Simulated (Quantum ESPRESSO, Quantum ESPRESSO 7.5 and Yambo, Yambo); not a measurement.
# MgI2 (1T monolayer): one start, several treatments of the self-energy

Wanted: the gap of MgI2 (1T monolayer) under several approximations, with cost.

Calculated with Quantum ESPRESSO 7.5 and Yambo 5.3.0; PBE and many-body steps on it, plane waves.

## Step 1: The structure

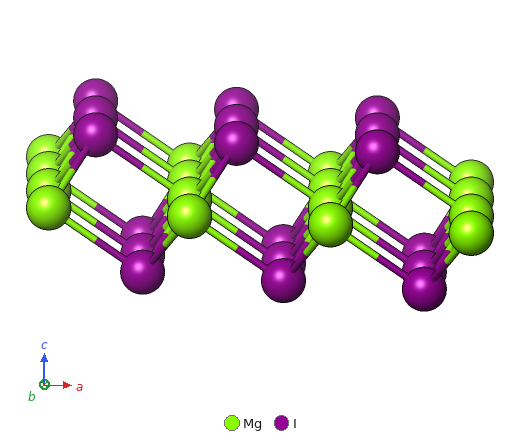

The starting structure, seen nearly edge on (magnesium green, iodine purple). 3×3×1 cells are drawn. Some periodic images of atoms are drawn too.

The cell holds 3 atoms: 1 Mg and 2 I. Cell: a = 4.208 Å, b = 4.208 Å, c = 16.000 Å, α = 90.0°, β = 90.0°, γ = 120.0°. Vacuum lies along c.

Coordinates:

```cif
data_structure
_symmetry_space_group_name_H-M 'P 1'
_symmetry_Int_Tables_number 1
_cell_length_a 4.2075
_cell_length_b 4.2075
_cell_length_c 16.0000
_cell_angle_alpha 90.000
_cell_angle_beta 90.000
_cell_angle_gamma 120.000
_cell_volume 245.31
loop_
_atom_site_label
_atom_site_type_symbol
_atom_site_fract_x
_atom_site_fract_y
_atom_site_fract_z
_atom_site_occupancy
Mg1 Mg 0.00000 0.00000 0.50000 1
I2 I 0.33333 0.66667 0.60469 1
I3 I 0.66667 0.33333 0.39531 1
```

The structure was relaxed with PBE. The runs that relaxed it are not among those shown. Spin-orbit coupling is left out unless a step names it.

## Step 2: Empty states on the mesh, 6×6×1 mesh, 356 bands

This step: Quantum ESPRESSO 7.5; DFT, PBE, plane waves, norm-conserving pseudopotentials.

The sums over transitions need many empty states on a uniform mesh; this step solves for them.

File pw.in:

```
&control
  calculation = 'nscf'
  prefix = 'x'
  outdir = 'o'
  pseudo_dir = 'pseudo'
/
&system
  ibrav = 0
  nat = 3
  ntyp = 2
  ecutwfc = 76.0
  nbnd = 356
  force_symmorphic = .true.
/
&electrons
  conv_thr = 1e-9
  electron_maxstep = 80
  diago_full_acc = .true.
  diago_thr_init = 5e-6
/
ATOMIC_SPECIES
  Mg 24.305 Mg.upf
  I 126.9 I.upf
CELL_PARAMETERS angstrom
  4.2075425528 -0.0000000002 0.0000000000
  -2.1037712762 3.6438387383 0.0000000000
  0.0000000000 0.0000000000 16.0000000000
ATOMIC_POSITIONS crystal
  Mg 0.0000000000 0.0000000000 0.5000000000
  I 0.3333333333 0.6666666667 0.6046917666
  I 0.6666666667 0.3333333333 0.3953082334
K_POINTS automatic
  6 6 1 0 0 0
```

Launch:

```console
> OMP_NUM_THREADS=1 mpirun -n 4 pw.x -nk 4 -in pw.in > pw.out
```

The log of the run:

```text
Program PWSCF v.7.5 starts

     This program is part of the open-source Quantum ESPRESSO suite
     for quantum simulation of materials; please cite
         "P. Giannozzi et al., J. Phys.:Condens. Matter 21 395502 (2009);
         "P. Giannozzi et al., J. Phys.:Condens. Matter 29 465901 (2017);
         "P. Giannozzi et al., J. Chem. Phys. 152 154105 (2020);
     in publications or presentations arising from this work. More details at

     Atomic positions and unit cell read from directory:
     o/x.save/

     Message from routine setup:
[...]
18.2107  18.4250  19.1131  19.5234  20.0187  20.3310  20.6016  20.9957
     [... 33 further rows ...]
    67.2862  67.2897  67.5981  67.6018  67.7825  67.8972  67.9216  67.9891
    68.0302  68.1217  68.1536  68.3011

          k =-0.0000-0.5774 0.0000 ( 18536 PWs)   bands (ev):

     [... further k-points ...]

     highest occupied, lowest unoccupied level (ev):    -1.4034    2.2619

     XML data file, pseudopotentials, collected wavefunctions

=------------------------------------------------------------------------------=
   JOB DONE.
=------------------------------------------------------------------------------=
```

It took 2.4 min on 4 MPI ranks of Intel Xeon Platinum 8488C (Sapphire Rapids), shared host; peak memory 2.5 GiB.

This step gave:

```
gap                                                           : 3.665 eV
k of the valence top                                          : 0, 0, 0
k of the conduction bottom                                    : 0, -0.5, 0
least direct gap                                              : 3.979 eV
k points computed                                             : 7
lowest point of the top converged band, above the valence top : 69.0914 eV
```

On this mesh the gap is 3.665 eV.

The density comes from a self-consistent run that is not shown.

## Step 3: Conversion and set-up

This step: Yambo 5.3.0; conversion and set-up on PBE, plane waves, norm-conserving pseudopotentials.

The states are converted to the many-body program's format and the q mesh is built.

Launch:

```console
> (cd o/x.save; p2y > p2y.log; mv SAVE ../..); yambo > setup.log
```

The log of the run:

```text
 Yambo, version 5.3.0

 [02] CORE Variables Setup
 =========================

  [02.01] Unit cells
  ==================

  Cell kind             :  HCP
  Atoms in the cell     :  Mg  I
  number of Mg atoms    :  1
  number of I  atoms    :  2

  List of atomic masses
  Mass of Mg    :  24.30500
  Mass of I     :  126.9000

  List of atomic coordinates    : [cc]
  Mg1       :   0.00000   0.00000  15.11781  order 1
  I1       : -0.14559E-09   4.5906       18.283      order 2
  I2       :   3.97555   2.29529  11.95239  order 3

[...]
BZ  Q-points                                      :   36

 K/Q-points units:
 rlu = crystal or reduced units; cc = cartesian coordinates; iku = interal k-units

 Q [1]          [rlu]:  0.000000  0.000000  0.000000
 Q [2]          [rlu]: -0.83092E-17  0.16667       0.0000
 Q [3]          [rlu]: -0.16618E-16  0.33333       0.0000
 Q [4]          [rlu]:  0.24928E-16 -0.50000       0.0000
 Q [5]          [rlu]:  0.166667  0.166667  0.000000
 Q [6]          [rlu]:  0.166667  0.333333  0.000000
 Q [7]          [rlu]:  0.333333  0.333333  0.000000

  [03.01] X indexes
  =================

   [03.01.01] Sigma indexes
   ========================

 [06] Game Over & Game summary
```

The job ended after 3.8 s (1 MPI rank; peak memory 0.26 GiB).

## Step 4: G0W0, Godby-Needs plasmon pole

Now the one-shot GW correction: screening in the RPA, then the self-energy of the levels asked for.

This step: G0W0 on PBE, plane waves, norm-conserving pseudopotentials.

File gw2.in:

```
HF_and_locXC
gw0
dyson
ppa
em1d
rim_cut
rim_w
RandQpts= 3000000
RandGvec= 100 RL
CUTGeo= "slab z"
RandGvecW= 9 RL
EXXRLvcs= 76 Ry
VXCRLvcs= 304 Ry
Chimod= "HARTREE"
% BndsRnXp
 1 | 181 |
%
NGsBlkXp= 8 Ry
% LongDrXp
 1 | 1 | 0 |
%
% GbndRnge
 1 | 181 |
%
DysSolver= "n"
ExtendOut
PPAPntXp= 27.21138 eV
% QPkrange
 1 | 1 | 29 | 32 |
 4 | 4 | 29 | 32 |
%
```

Launch:

```console
> OMP_NUM_THREADS=1 mpirun -n 4 yambo -F gw2.in -J gw2 -C gw2 > gw2.log
```

The log of the run:

```text
 Yambo, version 5.3.0

 [02] CORE Variables Setup
 =========================

  [... cell, symmetries and grids as in the set-up ...]

  [02.05] Energies & Occupations
  ==============================

  [X] === General ===
  [X] Electronic Temperature                        :  0.000000  0.000000 [eV K]
  [X] Bosonic    Temperature                        :  0.000000  0.000000 [eV K]
  [X] Finite Temperature mode                       : no
  [X] El. density                                   :  0.24459E+24 [cm-3]
  [X] Fermi Level                                   : -1.403411 [eV]

  [X] === Gaps and Widths ===
  [X] Conduction Band Min                           :  3.665263 [eV]
  [X] Valence Band Max                              :  0.000000 [eV]
  [X] Filled Bands                                  :  30
  [X] Empty Bands                                   :    31   356
  [X] Direct Gap                                    :  3.979035 [eV]
  [X] Direct Gap localized at k                     :  1
  [X] Indirect Gap                                  :  3.665263 [eV]
  [X] Indirect Gap between kpts                     :   1   4
  [X] Last valence band width                       :  0.671967 [eV]
  [X] 1st conduction band width                     :  1.070350 [eV]

 [03] Transferred momenta grid and indexing
 ==========================================

 IBZ Q-points                                      :   7
 BZ  Q-points                                      :   36

 K/Q-points units:
 rlu = crystal or reduced units; cc = cartesian coordinates; iku = interal k-units

 Q [1]          [rlu]:  0.000000  0.000000  0.000000
 Q [2]          [rlu]: -0.83092E-17  0.16667       0.0000
 Q [3]          [rlu]: -0.16618E-16  0.33333       0.0000
 Q [4]          [rlu]:  0.24928E-16 -0.50000       0.0000
 Q [5]          [rlu]:  0.166667  0.166667  0.000000
 Q [6]          [rlu]:  0.166667  0.333333  0.000000
 Q [7]          [rlu]:  0.333333  0.333333  0.000000

 [04] Coloumb potential Random Integration (RIM)
 ===============================================

 Performing RIM of v_slab

  [04.01] RIM initialization
  ==========================

  * Diagonal components only detected *

  8 x (sBL volume)        :  0.033298 [a.u.]
  sBZ random points       :  3000000
  Points outside the sBZ  :  24000829
  RL volume               :  0.149843 [a.u.]
  Integrated volume       :  0.149837 [a.u.]

  [04.02] RIM integrals
  =====================

  Gamma point sphere radius             :  0.035709 [a.u.]
  Points outside the sphere             :  2398884
  [Int_sBZ(q=0) 1/q^2]*(Vol_sBZ)^(-1/3) =:  7.474062
                                 should be <:  7.795600

  Summary of Coulomb integrals for non-metallic bands |Q|[au] RIM/Bare

  Q [1] 0.100000E-4 0.958754 * Q [2] 0.152079 0.991553
  Q [5] 0.263409 1.022842 * Q [3] 0.304159 1.022456
  Q [6] 0.402364 1.017392 * Q [4] 0.456238 1.014421
  Q [7] 0.526819 1.011335
  Non-periodic chartesian directions : none
  Optical renormalization            :  30.23562 [au]
  Polarizability dimension           : length

 [05] Coloumb potential CutOffslab
 =================================

 Cut directionsZ
 Slab Cutoff:Z
 Symmetry test passed : yes

 [WARNING] [Xp] User bands 1-181 break level degeneracy

 [06] Dipoles
 ============

  [06.01] Setup: observables and procedures
  =========================================

  [WARNING] [x,Vnl] slows the Dipoles computation. To neglect it rename the ns.kb_pp file

 [07] Dynamic Dielectric Matrix (PPA)
 ====================================

 [WR./gw2//ndb.pp]---------------------------------------------------------------
  Brillouin Zone Q/K grids (IBZ/BZ)                :    7   36    7   36
  RL vectors                                       :  21779 [WF]
  Coulomb cutoff potential                         : slab z
  Electronic Temperature                           :  0.000000 [K]
  Bosonic    Temperature                           :  0.000000 [K]
[...]
RL vectors in the sum                            :  21779
  [r,Vnl] included                                 : yes
  Field direction                                  :  0.707107E-5  0.707107E-5   0.00000
  BZ energy Double Grid                            : no
  BZ energy DbGd points                            : 0
  BZ Q point size factor                           : -1.000000
  X Optical Averaged directions                    : none

 [08] Local Exchange-Correlation + Non-Local Fock
 ================================================

 [VXC] Plane waves :  148115
 [EXS] Plane waves :  18431

 QP @ state[ 1 ] K range:  1  1
 QP @ state[ 1 ] b range:   29   32
 QP @ state[ 2 ] K range:   4   4
 QP @ state[ 2 ] b range:   29   32

 [xc] Functional : Perdew, Burke & Ernzerhof(X)+Perdew, Burke & Ernzerhof(C)
 [xc] LIBXC used to calculate xc functional
  PP Number of Atomic Species                      :  2
  NLCC RL compoments                               :  148115
  PP Number of Atomic Species                      :  2
  NLCC RL compoments                               :  148115

 [xc] E_xc :  -51.63343 [Ha]
      E_xc :  -103.2669 [Ry]

  Local XC kind (lXC) : Perdew, Burke & Ernzerhof(X)+Perdew, Burke & Ernzerhof(C)
  Non-Local XC kind (nlXC) : Hartree-Fock

  Corrections @ K [1] :  [eV]
 <29|nlXC|29> = -16.54691  0.31796E-17 <29|lXC|29> = -13.82048 -0.37763E-15
 <30|nlXC|30> = -16.54686  0.61484E-17 <30|lXC|30> = -13.82048  0.000000
 <31|nlXC|31> = -5.758376  0.18381E-17 <31|lXC|31> = -9.514106  0.000000
 <32|nlXC|32> = -4.905219 -0.37893E-18 <32|lXC|32> = -8.904741  0.000000

  Corrections @ K [4] :  [eV]
 <29|nlXC|29> = -16.01561 -0.13806E-17 <29|lXC|29> = -12.92482  0.000000
 <30|nlXC|30> = -16.30537 -0.38005E-17 <30|lXC|30> = -13.39132 -0.94408E-16
 <31|nlXC|31> = -5.720385 -0.34587E-18 <31|lXC|31> = -9.602717 -0.47204E-16
 <32|nlXC|32> = -4.763413  0.93126E-18 <32|lXC|32> = -8.729523  0.47204E-16

 [09] Dyson equation: Newton solver
 ==================================

  [09.01] RIM-W interpolation
  ===========================

  [WARNING] RIM-W works only for 2D semiconductors with slab cutoff
  Found compatible q grid: 2D
  q_min[ 1 ]:  0.16667      0.80429E-12   0.0000     [rlu]
   0.166667  0.083333  0.000000 [iku]
  q_min[ 2 ]:  0.28304E-11  0.16667       0.0000     [rlu]
   0.11978E-10  0.16667       0.0000     [iku]
  G-vectors :   9
  G-vectors loaded:   61
  Number of interpolated frequencies:  2

  Evaluating coefficients q = 0
  Evaluating coefficients q = 0

  [09.02] RIM-W integrals
  =======================

  8 x (sBL volume)        :  0.033298 [a.u.]
  sBZ random points       :  3000000
  Points outside the sBZ  :  24000829
  RL volume               :  0.149843 [a.u.]
  Integrated volume       :  0.149837 [a.u.]

  [09.03] RIM integrals
  =====================

  Comparison between head Wc = W - v averages: < Wc > [au] RIM-W/RIM

   < -Wc [Q = 1] > 0.172105E-1 0.119845E-4 * < -Wc [Q = 2] > 0.003913 0.003780
   < -Wc [Q = 3] > 0.806945E-3 0.794295E-3 * < -Wc [Q = 4] > 0.289859E-3 0.286808E-3
   < -Wc [Q = 5] > 0.001150 0.001131 * < -Wc [Q = 6] > 0.406959E-3 0.403238E-3
   < -Wc [Q = 7] > 0.205998E-3 0.205160E-3

  Comparison between head Wc = W - v averages: < Wc > [au] RIM-W/RIM

   < -Wc [G = 1,G`=0] > 0.172105E-1 0.119845E-4 * < -Wc [G = 2,G`=0] >-0.001241 0.000000
   < -Wc [G = 3,G`=0] >-0.001241 0.000000 * < -Wc [G = 4,G`=0] >-0.178513E-4  0.00000
   < -Wc [G = 5,G`=0] >-0.178425E-4  0.00000 * < -Wc [G = 6,G`=0] > 0.107228E-3  0.00000
   < -Wc [G = 7,G`=0] > 0.107219E-3  0.00000 * < -Wc [G = 8,G`=0] >-0.164474E-4  0.00000
   < -Wc [G = 9,G`=0] >-0.164467E-4  0.00000

 [10] G0W0 (W PPA)
 =================

 [  GW  ] Bands range     :    1  181
 [GW/PPA] G damping       :  0.100000 [eV]

 QP @ state[ 1 ] K range:  1  1
 QP @ state[ 1 ] b range:   29   32
 QP @ state[ 2 ] K range:   4   4
 QP @ state[ 2 ] b range:   29   32

  Sc/G bands                                       :    1  181
  Sc/G damping                                     :  0.100000 ev
  Sc bands terminator                              : no
  Sx RL components                                 :  18431

  QP @ state[ 1 ] K range                          :  1  1
  QP @ state[ 1 ] b range                          :   29   32
  QP @ state[ 2 ] K range                          :   4   4
  QP @ state[ 2 ] b range                          :   29   32
  GF energies kind                                 : Perdew, Burke & Ernzerhof(X)+Perdew, Burke & Ernzerhof(C)
  GF WF`s kind                                     : Perdew, Burke & Ernzerhof(X)+Perdew, Burke & Ernzerhof(C)
  Xs energies kind                                 : Perdew, Burke & Ernzerhof(X)+Perdew, Burke & Ernzerhof(C)
  Xs WF`s kind                                     : Perdew, Burke & Ernzerhof(X)+Perdew, Burke & Ernzerhof(C)

 [14] Game Over & Game summary
```

Wall time 11 min (4 MPI ranks); peak memory 4.5 GiB.

Numbers from this step:

```
G0W0 gap on the points computed              : 5.927 eV
starting gap on the mesh                     : 3.665 eV
k of the valence top                         : 0, 0, 0
k of the conduction bottom                   : 0, -0.5, 0
least direct G0W0 gap on the computed points : 6.190 eV
Z at the valence top                         : 0.8135
Z at the conduction bottom                   : 0.8323
```

The gap on the mesh goes from 3.67 eV to 5.93 eV, a correction of +2.26 eV.

(Continued in part 2 of 2.)

[Paths, hosts, dates, memory and timing lines, banners, echoed tables and standing remarks are left out of the program output.]

[Logs are printed without paths, hosts, clocks, repeated set-up lines and the standing remarks that a program may print on its own settings, such as how far it seeks lower states.]

[Runs of the session that timed out or met a known fault of the program may be left out.]

[Hosts, paths, dates, database ids (printed as entryN), source tags and the programs' standing remarks are cut or masked in the printed files.]
